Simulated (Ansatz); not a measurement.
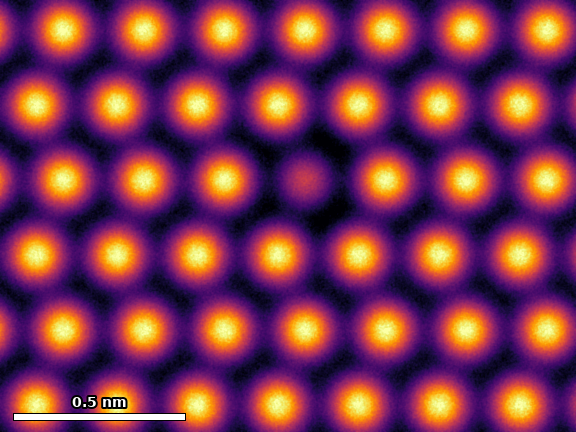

Z-contrast image of Rh (P6_3/mmc, No. 194) along [100]. Simulated incoherent Z contrast: every atom adds Z^1.8 spread by a probe of 1.30 Å full width; channelling and multiple scattering are left out. The probe carries 15 % of its weight in a tail 2.5 times as wide. The display is stretched by a gamma of 0.8; percentages refer to the linear signal. Shot noise was added.

The sample is 2 repeats (5.5 Å) thick. One point defect was put into the perfect crystal, without relaxing the atoms around it. Brightness is counted from the darkest point of the image. Host structure: the geometry relaxed with Ansatz, DFT, PBE, plane waves (420 eV) with PAW, scalar-relativistic; the starting structure was generated, so it need not be a known form of this composition.

Q: Where is the defect (in Å from the left and the top edge), and what does its contrast suggest?

A: At about 9 Å from the left and 5 Å from the top. The column is dimmer, which points to a vacancy or a lighter atom. The column holds 2 atoms (Rh) through the sample, and one Rh atom is missing, so its peak drops to about 45 % of that of its equals.
